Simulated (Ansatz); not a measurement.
**Molecular dynamics of C2H6O (part 2 of 2)**

The same run, continued: C2H6O (disordered cell, 36 atoms in the cell); DFT PBE-D3(BJ), scalar-relativistic, plane waves, PAW, no spin polarisation (Ansatz 0.2.0); cutoff 420 eV, 1×1×1 k-mesh, Fermi–Dirac smearing of 0.02 eV. It belongs to a series of runs on one base structure; here: dynamics from the start.

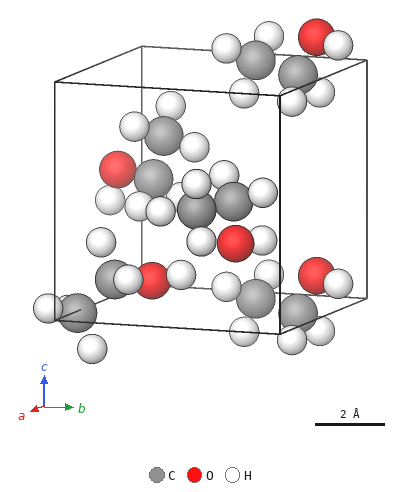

The geometry at step 180 of the log (spheres-only view of the cell of the calculation, seen slightly off an axis).

### Output, continued
```
--- Forces (eV/Å), atoms counted from 1 ---
  atom   1  C      0.98865564    -0.38191229    -0.59643299
  atom   2  C      1.53477807    -0.09225116     0.76031122
  atom   3  O      0.05866411     1.17388720     0.26339961
  atom   4  H     -0.61347655    -0.80268455    -0.68221643
  atom   5  H      0.37948117    -0.07809126    -0.47615335
  atom   6  H     -1.05539766    -0.14087632     0.41950353
  atom   7  H     -0.75954084     0.63012891    -0.02302743
  atom   8  H     -0.28131029     0.23275901    -0.15864995
  atom   9  H     -0.32980235    -0.46034955     0.44900916
  atom  10  C      0.44647643     0.46677546    -0.66750893
  atom  11  C     -0.17192084     1.11348113     0.78642243
  atom  12  O      0.93178185    -1.49489371    -0.07246848
  atom  13  H     -0.73430962     0.94829445    -0.13354202
  atom  14  H     -0.19549606     0.06978604    -0.06154843
  atom  15  H     -0.07056222    -0.43833067    -0.15237908
  atom  16  H      0.24544086    -0.24850287    -0.51135560
  atom  17  H      0.05058668    -0.68190345     0.02850890
  atom  18  H     -0.29942022     0.05447745     1.32094829
  atom  19  C     -0.26292859     0.39529969     0.66233448
  atom  20  C     -1.83504502     0.10934389     1.15119505
  atom  21  O      1.32425441     1.82529935    -0.12028245
  atom  22  H     -0.19819030    -0.94124226    -0.83762588
  atom  23  H      0.17687310    -0.21191431     0.20697847
  atom  24  H      1.03797501    -0.62933519    -0.74359853
  atom  25  H      0.12273333    -0.53313270    -1.04945939
  atom  26  H     -0.24515861    -0.18221264     0.64374896
  atom  27  H     -0.04021890    -0.07814924    -0.17919951
  atom  28  C     -0.57973243     1.26117705     1.81201210
  atom  29  C      0.78161992     0.05260048    -1.41671264
  atom  30  O     -0.76714956     0.75523815    -0.39253778
  atom  31  H     -0.10381044    -1.25332739    -0.02812070
  atom  32  H     -1.11649919    -0.20952435     1.03649517
  atom  33  H      0.37440038    -0.11888342     0.50564013
  atom  34  H      0.41211264    -0.50120200    -0.64853552
  atom  35  H     -0.46239344    -0.21383768    -0.72936248
  atom  36  H      1.25655756     0.60397256    -0.36576381
  max |Σ_I F_I| component: 3.62e-5 eV/Å
--- MD trajectory: 300 steps, t = 0.0 → 150.0 fs ---
  final state: T = 323.3 K   F+E_penalty+E_count = -4662.18222876 eV   E_kin = 1.504304 eV
```

### Trajectory as extended XYZ (Å, eV, eV/Å), 6 of the 301 frames kept, from step=0 to step=300
```
36
Lattice="7.0419 0.0000 0.0000 0.0000 7.0419 0.0000 0.0000 0.0000 7.0419" Properties=species:S:1:pos:R:3:forces:R:3 step=0 time_fs=0.0 energy=-4663.26182 temperature=388.9
C     4.2148    0.1516    6.2677   -0.0022   0.0691   0.0926
C     4.2350    1.0368    7.5091    0.0342  -0.0124  -0.1012
O     3.0056    1.7667    7.5792    0.0277  -0.0034   0.0680
H     3.0774    2.4494    8.2832   -0.0109  -0.0416  -0.0720
H     4.3686    0.4118    8.4151    0.0004  -0.0004  -0.0198
H     5.0984    1.7278    7.4557   -0.1020  -0.0614   0.0443
H     5.1244   -0.4617    6.2186   -0.0096   0.0170   0.0286
H     3.3460   -0.5213    6.2779    0.0794   0.0384  -0.0022
H     4.1617    0.7610    5.3518   -0.0056  -0.0109   0.0563
C     5.0899    3.4984    3.5471   -0.0141   0.0009   0.0202
C     3.8687    4.3898    3.5660   -0.0118  -0.0351  -0.0599
O     2.9931    3.9962    2.4887   -0.0964   0.1111   0.0035
H     2.2498    4.6295    2.4775    0.1049  -0.0891   0.0091
H     3.3367    4.3021    4.5267   -0.0122   0.0012   0.0335
H     4.1655    5.4449    3.4370    0.0064   0.0150   0.0039
H     5.7932    3.8052    4.3311   -0.0160  -0.0102  -0.0123
H     4.8154    2.4478    3.7201   -0.0022   0.0066  -0.0130
H     5.6025    3.5702    2.5795    0.0026  -0.0036  -0.0031
C     0.9107    1.3869    4.5149   -0.0073  -0.0835  -0.0655
C     0.8071    0.5708    3.2382    0.0159  -0.0214   0.1488
O     0.5903   -0.8192    3.5545   -0.0129   0.0091  -0.2907
H     0.4042   -1.2246    2.6727    0.0541   0.1217   0.1901
H    -0.0356    0.9449    2.6280    0.0497   0.0011   0.0299
H     1.7291    0.6934    2.6378   -0.0441  -0.0162   0.0544
H     1.0626    2.4469    4.2597   -0.0243  -0.1152   0.0476
H    -0.0165    1.2897    5.1010    0.0697   0.0214  -0.0478
H     1.7576    1.0691    5.1402   -0.0812   0.0039  -0.0680
C     0.1780    3.7156    0.0710    0.0373   0.0407  -0.0341
C     0.9733    4.9763   -0.1821   -0.0391   0.0050   0.0820
O     0.6133    5.9386    0.8375    0.1066   0.0171  -0.1412
H     1.0970    6.7678    0.6648   -0.0080  -0.0665   0.0144
H     2.0537    4.7551   -0.1164   -0.0552  -0.0050  -0.0147
H     0.7626    5.4009   -1.1806   -0.0124  -0.0049  -0.0026
H     0.4908    2.9317   -0.6272   -0.0524   0.0678   0.0526
H     0.3621    3.3365    1.0864    0.0003   0.0160  -0.0317
H    -0.9021    3.8940   -0.0466    0.0309   0.0178  -0.0004
36
Lattice="7.0419 0.0000 0.0000 0.0000 7.0419 0.0000 0.0000 0.0000 7.0419" Properties=species:S:1:pos:R:3:forces:R:3 step=60 time_fs=30.0 energy=-4662.10129 temperature=231.6
C     4.4350   -0.0590    6.5318   -1.4054   1.8299   0.9260
C     4.2611    0.9358    7.7658   -0.2762  -2.6972  -0.9763
O     3.1115    1.6880    7.4786   -0.4584  -0.5243  -0.6800
H     3.1418    2.5228    7.9269    0.0111   1.1896   0.9698
H     4.0488    0.2387    8.6405    0.6689   0.9769  -0.1787
H     5.1784    1.5140    7.8176    0.1813   0.3748   0.5617
H     5.4103   -0.4590    6.4574    1.1788  -0.4918   0.0257
H     3.6937   -0.8535    6.6455   -0.0124  -0.0636  -0.3343
H     4.2137    0.5931    5.6671    0.0546  -0.5002  -0.1350
C     5.1332    3.5358    3.4167    0.1391   0.3376  -0.2873
C     3.8448    4.3588    3.5683    1.0230   2.0382  -1.4145
O     3.0178    4.1269    2.4220    0.1178  -0.8088  -0.6158
H     2.4871    4.9121    2.2539   -0.4250   0.3367   0.0527
H     3.2401    4.1402    4.4361    0.0810  -0.2057   0.8504
H     4.0912    5.4935    3.5384   -0.1178  -1.4320   0.4993
H     5.8896    3.7799    4.1958   -0.4408  -0.1006  -0.2972
H     4.8756    2.4808    3.4810    0.0408  -0.4362   0.1868
H     5.6191    3.6572    2.3992   -0.6115   0.2292   0.9409
C     0.9702    1.2869    4.4638   -1.1116  -0.7685   0.7234
C     0.7593    0.5205    3.1921   -2.0340   0.9671  -1.0334
O     0.5402   -0.8446    3.4725   -0.5067  -1.2325  -0.2863
H     0.1631   -1.2960    2.6510    0.8474   1.0454   0.9351
H    -0.2093    0.9704    2.6830    1.6380  -0.6672   0.5137
H     1.6226    0.6787    2.5318    0.0458   0.0199  -0.2731
H     0.8508    2.3483    4.2868    0.1434   0.4111  -0.0049
H     0.1715    0.9518    5.1862    0.5874   0.4152  -0.3663
H     1.9346    1.0645    4.8898    0.5548   0.0405   0.3937
C     0.2897    3.7597    0.0723    0.1689   0.9281  -0.5621
C     0.7981    5.1698   -0.3523   -0.0076   0.0223   1.5282
O     0.6889    6.0705    0.9034   -0.5521  -2.3554  -2.0978
H     1.0814    6.9070    0.6815    0.4758   1.0274  -0.3239
H     1.8537    5.2104   -0.6653   -0.0476  -0.3539   0.2791
H     0.2492    5.5375   -1.2248   -0.3380   0.4841   0.1715
H     0.9276    2.9701   -0.3553   -0.2824   0.1151   0.0496
H     0.3355    3.6947    1.1559    0.2136  -0.1669   0.3128
H    -0.7746    3.6113   -0.2109    0.4559   0.0158  -0.0533
36
Lattice="7.0419 0.0000 0.0000 0.0000 7.0419 0.0000 0.0000 0.0000 7.0419" Properties=species:S:1:pos:R:3:forces:R:3 step=120 time_fs=60.0 energy=-4662.08311 temperature=307.6
C     4.5659   -0.1406    6.7400   -0.6738   1.2935   0.0558
C     4.3011    0.9053    7.8795    0.3635   0.0443  -0.2087
O     3.1345    1.6233    7.5346   -0.7330  -0.5615  -1.4057
H     2.8353    2.2909    8.1553    0.4924   0.5965   0.8201
H     4.1515    0.4852    8.8502   -0.1372  -1.0873   1.0564
H     5.1674    1.5934    8.0796   -0.2291  -0.2742  -0.7815
H     5.6245   -0.4348    6.7807   -0.3214   0.1855  -0.2884
H     3.9327   -1.0769    6.7398    0.3842   1.0262   0.2918
H     4.2891    0.5026    5.8334    0.7067  -1.1245   0.5380
C     5.0427    3.5349    3.3287    0.6176   0.6010   1.6313
C     3.6795    4.2102    3.4192    0.7712   0.4689   1.5943
O     3.0916    4.1268    2.1535   -1.7745   0.7263  -0.6578
H     2.2609    4.6803    2.2148    0.8783  -0.5685  -0.4535
H     2.9664    3.8263    4.2093    0.7537  -0.0787  -0.3999
H     3.9044    5.2699    3.7240   -0.3487  -0.3250  -0.3493
H     5.7115    3.8196    4.2038   -0.8476  -0.2515  -0.6393
H     5.0110    2.4478    3.3166   -0.0853  -0.2735  -0.2989
H     5.5605    3.9683    2.4710    0.0276  -0.2497  -0.3648
C     1.1581    1.1955    4.5596    1.1128  -0.8393  -0.5557
C     0.7433    0.5951    3.2246    1.8741  -1.4809   1.1264
O     0.4343   -0.7979    3.4414    0.0556  -0.8306  -2.1637
H     0.5120   -1.2217    2.4813   -0.5050   0.9779   2.0218
H    -0.0767    1.1597    2.8533   -1.1318   0.4992  -0.6384
H     1.5878    0.6409    2.5143   -0.0226   0.3281  -0.0449
H     1.3932    2.2199    4.3607   -0.0896   1.0637   0.2473
H     0.3445    1.0402    5.2246   -1.0193   0.3552   0.8774
H     2.0489    0.7715    5.0816   -0.3595  -0.0943  -0.7164
C     0.3467    3.8567   -0.1073   -1.2233  -1.2488  -0.4963
C     0.7360    5.2512   -0.4241    1.2436  -0.0616  -1.1111
O     0.8484    5.9239    0.8312    0.0716   0.4644   0.3176
H     1.2309    6.8226    0.7832    0.0226  -0.1871  -0.5073
H     1.7509    5.1904   -0.9703   -1.1984   0.4988   0.6786
H    -0.0115    5.7136   -1.0875    0.3466   0.2517  -0.0317
H     0.6101    3.1554   -0.9151    0.1207   0.2388   0.1965
H     0.8761    3.5762    0.7820    0.4213  -0.5692   0.6291
H    -0.7399    3.6669    0.0744    0.4361   0.4861   0.0309
36
Lattice="7.0419 0.0000 0.0000 0.0000 7.0419 0.0000 0.0000 0.0000 7.0419" Properties=species:S:1:pos:R:3:forces:R:3 step=180 time_fs=90.0 energy=-4662.08788 temperature=318.8
C     4.4900   -0.2736    6.8622    0.4018   1.7812  -1.1067
C     4.3153    0.8213    7.8905   -1.2669  -0.5519   2.3599
O     3.0718    1.5126    7.7078   -0.1699  -0.4023  -0.7034
H     3.1619    2.4525    7.9473    0.0938   0.1640   0.3814
H     4.2683    0.3786    8.9560    0.0531  -0.0813  -0.9928
H     5.0975    1.5501    8.0464    0.8267   0.2764  -0.7779
H     5.3809   -0.8448    7.0991    0.0974  -0.2511  -0.0523
H     3.6133   -0.9041    6.7869   -0.2353  -0.3146   0.2252
H     4.6135    0.2371    5.8505    0.0556  -0.6475   0.7725
C     5.0502    3.6723    3.1843   -0.9928  -1.9965   0.2160
C     3.6513    4.2857    3.2502    0.8976  -2.8797  -1.7187
O     3.0849    4.1268    1.9147   -0.4610   1.0671   0.4023
H     2.2298    4.6273    1.9088    0.5105  -0.2731  -0.2910
H     2.9953    3.7336    3.8978   -0.2836  -0.2695   0.9280
H     3.8025    5.2533    3.5895   -0.2960   2.5102   0.3123
H     5.6379    3.8910    4.0447    0.4390   0.3196   1.0372
H     5.0617    2.5457    3.0729   -0.3060   0.8889   0.1891
H     5.5984    4.0300    2.3513    0.4962   0.7420  -1.0970
C     1.2181    1.1615    4.6424   -0.5567   0.2219   0.0626
C     0.7981    0.6775    3.2822    2.5899  -1.6030  -0.5271
O     0.2965   -0.6314    3.4104   -0.8933  -0.9570  -0.8324
H     0.1607   -0.9251    2.4698    0.0608  -0.1875   0.7118
H     0.1692    1.2935    2.6872   -1.2344   1.1028  -0.1155
H     1.7257    0.5989    2.6080   -0.5028   0.3918   0.7604
H     1.4652    2.2164    4.4089    0.1798  -0.1552   0.9803
H     0.3619    1.0487    5.3923    0.9588   0.3973  -0.8357
H     2.0995    0.5829    5.0173   -0.5330   0.5832  -0.2403
C     0.2927    3.6818   -0.1581    1.3531   0.4353  -0.7486
C     0.6518    5.1384   -0.4503   -0.5250  -1.0045  -1.4884
O     0.8835    5.8120    0.7354   -0.3888   0.4269   1.8086
H     1.3309    6.6531    0.6108    0.3072   0.5876  -0.3171
H     1.5074    5.2821   -1.1030    0.5338  -0.3959  -0.3538
H    -0.1999    5.4948   -1.0767    0.1878   0.4956   0.5400
H     0.1775    3.2720   -1.1747   -0.5304  -0.2872   0.4142
H     1.1425    3.0907    0.2875   -0.9702   0.5196   0.0704
H    -0.6407    3.7323    0.4153    0.1034  -0.6536   0.0266
36
Lattice="7.0419 0.0000 0.0000 0.0000 7.0419 0.0000 0.0000 0.0000 7.0419" Properties=species:S:1:pos:R:3:forces:R:3 step=240 time_fs=120.0 energy=-4662.23377 temperature=355.6
C     4.4184   -0.3675    6.9476    0.7163  -0.1036   0.6334
C     4.2343    0.7868    7.9224   -0.2346  -1.7825   0.0099
O     3.0063    1.4161    7.6417    0.0580   0.6697  -0.0131
H     3.0434    2.2280    8.1956   -0.6122   0.3738  -0.2994
H     4.1313    0.3014    8.9031    0.4245   0.2167   0.5279
H     5.1125    1.4448    7.9121   -0.0452   0.2578   0.0078
H     5.2871   -0.9994    7.2592   -1.0856  -0.0763   0.2137
H     3.4620   -0.8741    6.7470    0.4655  -0.3092   0.3257
H     4.7784   -0.0036    6.0244    0.1959   0.7571  -1.6269
C     5.0197    3.6054    3.1058   -0.3710   0.6421  -1.4528
C     3.6495    4.3518    2.9881    1.0010   0.6739  -0.7473
O     3.0135    3.9984    1.7051    0.5223   0.5564   1.1692
H     2.4255    4.7624    1.4945   -0.1764  -0.4381  -0.2500
H     2.9934    4.0391    3.8219    0.0469   0.1531  -0.0851
H     3.8036    5.5033    3.0193   -0.1854  -1.6127   0.0894
H     5.4878    3.8076    4.0604    0.0914  -0.0218   0.4218
H     4.8547    2.5341    2.9531   -0.0508  -0.1727   0.3864
H     5.7670    3.8772    2.2909   -0.9734   0.1106   0.9159
C     1.2115    1.2436    4.7200   -0.6746   1.1086  -1.2472
C     0.7824    0.7039    3.3922    1.5644  -1.6292  -1.0722
O     0.0969   -0.5948    3.5027    0.4201   1.0627   1.3016
H     0.4014   -1.0018    2.7038    0.0140  -1.0358  -1.2272
H     0.1420    1.2531    2.7271   -0.3578   1.2689   0.0257
H     1.7534    0.5459    2.8129   -0.9002   0.0625   0.2386
H     1.6160    2.2620    4.6568    0.0035  -0.0002  -0.2164
H     0.3676    1.2900    5.3475   -1.1545   0.0108   1.2424
H     1.9618    0.6450    5.1433    1.0953  -1.0190   0.7163
C     0.1493    3.6722   -0.0947    1.7151   1.7179   0.0238
C     0.6464    5.0854   -0.4760   -0.2093  -0.5050  -0.2920
O     1.0111    5.7811    0.7034    0.1776   0.0420   1.3805
H     1.4919    6.5893    0.4820    0.0888   0.5302  -0.1468
H     1.5123    5.1299   -1.1422    0.0479  -0.4927  -0.3853
H    -0.1689    5.6138   -0.9668   -0.1684   0.2157  -0.2986
H    -0.1139    3.1972   -1.0265   -0.5737  -0.4774  -0.0004
H     0.9732    3.1533    0.4092   -0.1312  -0.3024  -0.1622
H    -0.6189    3.8665    0.6406   -0.7440  -0.4520  -0.1070
36
Lattice="7.0419 0.0000 0.0000 0.0000 7.0419 0.0000 0.0000 0.0000 7.0419" Properties=species:S:1:pos:R:3:forces:R:3 step=300 time_fs=150.0 energy=-4662.18223 temperature=323.3
C     4.3170   -0.4124    6.9890    0.9887  -0.3819  -0.5964
C     4.0939    0.7818    7.8854    1.5348  -0.0923   0.7603
O     2.9359    1.5134    7.5880    0.0587   1.1739   0.2634
H     3.0607    2.3988    8.0853   -0.6135  -0.8027  -0.6822
H     4.0433    0.4946    8.9716    0.3795  -0.0781  -0.4762
H     5.0614    1.3812    7.7316   -1.0554  -0.1409   0.4195
H     5.2783   -0.9343    7.2634   -0.7595   0.6301  -0.0230
H     3.5699   -1.2083    7.0285   -0.2813   0.2328  -0.1587
H     4.4780   -0.0274    5.9467   -0.3298  -0.4604   0.4490
C     4.8919    3.4959    3.1219    0.4465   0.4668  -0.6675
C     3.7243    4.4040    2.8537   -0.1719   1.1135   0.7864
O     2.9992    4.0107    1.7136    0.9318  -1.4949  -0.0725
H     2.3626    4.6742    1.4329   -0.7343   0.9483  -0.1335
H     3.0834    4.3758    3.7565   -0.1955   0.0698  -0.0615
H     4.0673    5.4665    2.7703   -0.0706  -0.4383  -0.1524
H     5.4349    3.9449    3.9783    0.2454  -0.2485  -0.5114
H     4.5076    2.5387    3.4461    0.0506  -0.6819   0.0285
H     5.5022    3.3901    2.1698   -0.2994   0.0545   1.3209
C     1.2526    1.1700    4.8329   -0.2629   0.3953   0.6623
C     0.9513    0.7261    3.4202   -1.8350   0.1093   1.1512
O     0.1520   -0.5537    3.5982    1.3243   1.8253  -0.1203
H     0.2848   -0.9159    2.7216   -0.1982  -0.9412  -0.8376
H     0.2981    1.4645    2.9015    0.1769  -0.2119   0.2070
H     1.8192    0.6111    2.8211    1.0380  -0.6293  -0.7436
H     1.5865    2.1981    5.1241    0.1227  -0.5331  -1.0495
H     0.2591    1.1155    5.2751   -0.2452  -0.1822   0.6437
H     1.9181    0.4855    5.3717   -0.0402  -0.0781  -0.1792
C     0.1075    3.5981   -0.0195   -0.5797   1.2612   1.8120
C     0.5997    5.0344   -0.3320    0.7816   0.0526  -1.4167
O     1.1662    5.7121    0.8468   -0.7672   0.7552  -0.3925
H     1.3397    6.6832    0.6479   -0.1038  -1.2533  -0.0281
H     1.4468    5.0060   -1.1267   -1.1165  -0.2095   1.0365
H    -0.1986    5.6364   -0.8241    0.3744  -0.1189   0.5056
H    -0.0318    3.0669   -0.9365    0.4121  -0.5012  -0.6485
H     0.8322    3.1418    0.6962   -0.4624  -0.2138  -0.7294
H    -0.9338    3.5233    0.4576    1.2566   0.6040  -0.3658
```

### Summary

| quantity | value |
| --- | --- |
| outcome | finished |
| mean temperature over the second half | 333 K |
| trajectory | 300 steps, 150 fs |
| ensemble | nvt_langevin |
| temperature in the input | 400.0 K |
| time step | 0.5 fs |
| electrons treated | 80 |
| potential energy (free energy of the electrons) (last step) | −4662.1822 eV |
| Fermi energy (last step) | 0.890 eV |
| largest force (length of the vector) (last step) | 2.283 eV/Å |
| hardware | 1 thread of Intel Xeon (Sapphire Rapids), 16 GiB of memory available, shared host |
| wall time | 6 min |
| peak memory | 0.47 GiB |

The input asks for low accuracy. The k-point mesh is coarse for a cell of this size, so the results may not be converged. So short a trajectory is not equilibrated. The logged temperature at the start can lie below the typed one, since it is counted over all degrees of freedom.
